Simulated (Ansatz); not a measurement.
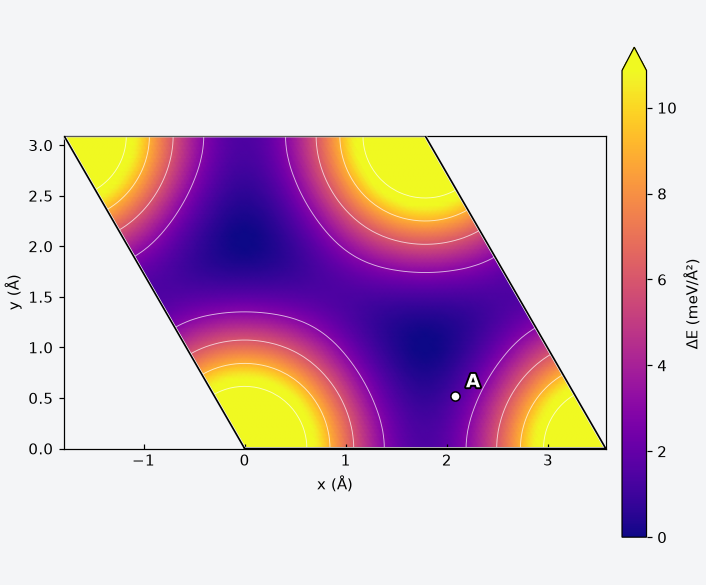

A bilayer of two As sheets, the upper one turned by 180 degrees about the normal (4 atoms in the cell). 
- The upper layer of a bilayer is slid over the lower one; relaxed at each slide: nothing; the origin of the map has As3 above As2; the distance between the facing planes is held at 3.27 Å.
- Places are given modulo a cell vector. The map is drawn in real space over the plane of the slide.
- The grid has 6 × 6 points; 7 points were computed and 29 follow by symmetry.
- Energies are in meV/Å², from the lowest grid point.
- At a held distance the lowest stacking need not be the one that binds best once the distance relaxes.
- Computed with Ansatz 0.2.0, DFT PBE+D3(BJ), scalar-relativistic, plane waves, PAW. Settings: cutoff 420 eV, k-mesh 9×9×1, gaussian smearing 0.05 eV, no spin polarisation.

The picture shows a smooth colour map with a few white contour lines, the outline of one cell of the plane, one colour for all values above the top of the scale, the point A. Between grid points the surface is interpolated.

Q: Is A at rest? If not, where is it pushed?

A: A, at (4/6, 1/6) of the cell vectors, is not a stationary point. The computed force is 0.06 eV/Å in the plane, pointing up and left in the picture (components −0.053 and 0.029 eV/Å, for the cell of 11.05 Å², or 5.5 meV/Å² for each Å).
